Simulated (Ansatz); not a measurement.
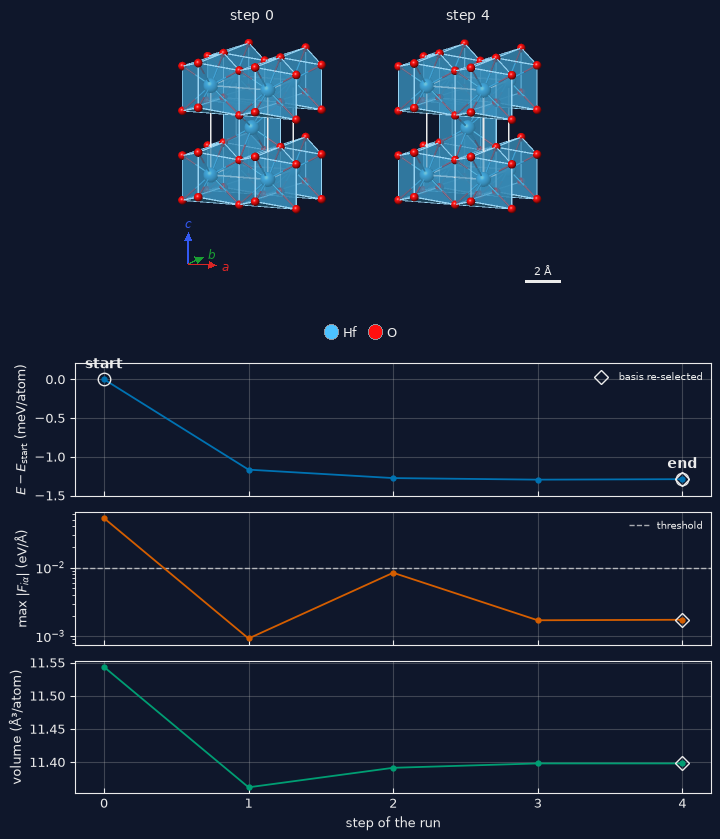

First and last geometry of a relaxation of crystalline HfO$_{2}$ (a generated structure, set up in P4_2/nmc), with the history of the run. A polyhedral model of the cell of the calculation, seen slightly off an axis.

The calculation used DFT PBE, scalar-relativistic, plane waves, PAW; settings changed (Ansatz 0.2.0).

The input:
```yaml
crystal:
  lattice:
    - [3.6210004929, 0.0, 0.0]
    - [0.0, 3.6210004929, 0.0]
    - [0.0, 0.0, 5.2824377813]
  atoms:
    - { symbol: Hf, position: [0.0, 0.0, 0.0] }
    - { symbol: Hf, position: [0.5, 0.5, 0.5] }
    - { symbol: O, position: [0.0, 0.5, 0.3071893779] }
    - { symbol: O, position: [0.0, 0.5, 0.8071893779] }
    - { symbol: O, position: [0.5, 0.0, 0.6928106221] }
    - { symbol: O, position: [0.5, 0.0, 0.1928106221] }
basis:
  ecutwfc: "700 eV"
kpoints:
  mp_grid: { grid: [9, 9, 6] }
hamiltonian:
  xc: pbe
scf:
  occupations: { method: gaussian, width: 0.02 }
output:
  forces: true
  eigenvalues: true
  stress: true
relax:
  adjacent_minimum: "off"
  f_tol: 0.01
  max_steps: 60
  cell: { stress_tol: 0.1 }
```

Run as
```bash
ansatz run input.yaml --threads 1 --pin off --max-ram 2560MiB --backend cpu --events-out ev --progress --plain --runs-dir out
```

> Did the run converge, and what did it change?

It converged. After 3 accepted moves (4 points after the start) the energy has fallen by 1.3 meV per atom. Largest force component: 0.053 eV/Å at the start, 0.0017 eV/Å at the end. The pressure goes from −2.83 to −0.03 GPa. At 1 point the geometry stayed and the basis and grid were re-selected for the new cell (energy shift of less than 0.05 meV per atom at most each time). The atoms keep their places relative to the cell (all moves are under 0.005 Å). The volume changes by −1.3 %, with a = b 3.621 → 3.604 Å (−0.5 %), c 5.282 → 5.264 Å (−0.3 %). Some distances before and after: Hf1–O3 2.431 → 2.419 Å, Hf1–O4 2.077 → 2.070 Å. The space group stays P4_2/nmc (No. 137).
